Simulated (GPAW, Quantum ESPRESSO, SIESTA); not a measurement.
# In-plane stress of fcc Al under biaxial strain, GPAW plane waves, PBE

Calculated with GPAW 26.7.0: PBE; plane waves, PAW, 650 eV; k-mesh 8×8×8. The first two cell vectors are strained alike from typed lattice constants; the third vector's length and the atoms are relaxed. The geometries are those relaxed at QE, PBE.

```
in-plane strain (%)  in-plane stress (GPa, compression positive)
                 -4                                        5.996
                 -3                                        3.778
                 -2                                        2.493
                 -1                                        1.313
                  0                                        0.286
                 +1                                        -1.17
                 +2                                            ?
                 +3                                        -3.52
                 +4                                       -4.209
```

Task: Fit a second-order form in the logarithmic strain to the rows given and interpolate to the withheld row.

Worked fit:

With u = ln[(1 + ε)/(1 + ε0)], counted from the row at ε0 = +0 % where y0 = 0.286, a second-order form y = y0 + a u + b u² makes v = (y − y0)/u a line in u.

```
         u         v
-0.0408220  -139.876
-0.0304592  -114.645
-0.0202027  -109.243
-0.0100503  -102.186
0.00995033  -146.327
 0.0295588  -128.760
 0.0392207  -114.608
```

With n = 7: mean u = -0.00325777, mean v = -122.235, Σ(u − ū)² = 0.0055401, Σ(u − ū)(v − v̄) = -0.10849. Slope b = -0.10849 / 0.0055401 = -19.583; intercept a = v̄ − b ū = -122.30.

At the withheld row u = 0.01980, v = a + b u = -122.7, and y = y0 + u v.

Prediction at +2: -2.144 GPa. The run gave -2.49 GPa, so the fit is high by 0.35 GPa (14 % of the value).

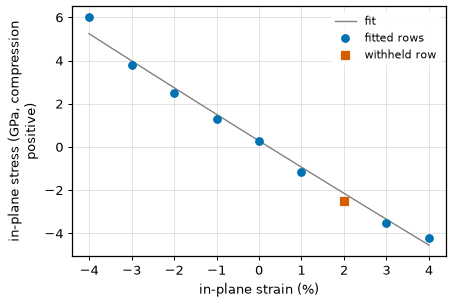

The fit, the rows that it rests on and the withheld row.

The first-order term gives a biaxial modulus of 122 GPa at ε0. The second-order term makes up 0.32 % of v at the withheld row. Among the rows given, the largest miss of the fit is at -4, by 0.75 GPa (7.4 % of the range of the table).

Limits: The nuclei are static. The DFT runs use Fermi–Dirac occupations of width 0.1 eV, and energies are free energies. The rows don't follow a smooth parabola (r.m.s. departure 2.0 % of their range), so v is no line in u and the first-order term is poorly fixed; a kink, the k-mesh or scatter of the relaxations can each do this.

[Logs are printed without paths, hosts, clocks, repeated set-up lines and the standing remarks that a program may print on its own settings, such as how far it seeks lower states.]

[Hosts, paths, dates, database ids (printed as entryN), source tags and the programs' standing remarks are cut or masked in the printed files.]
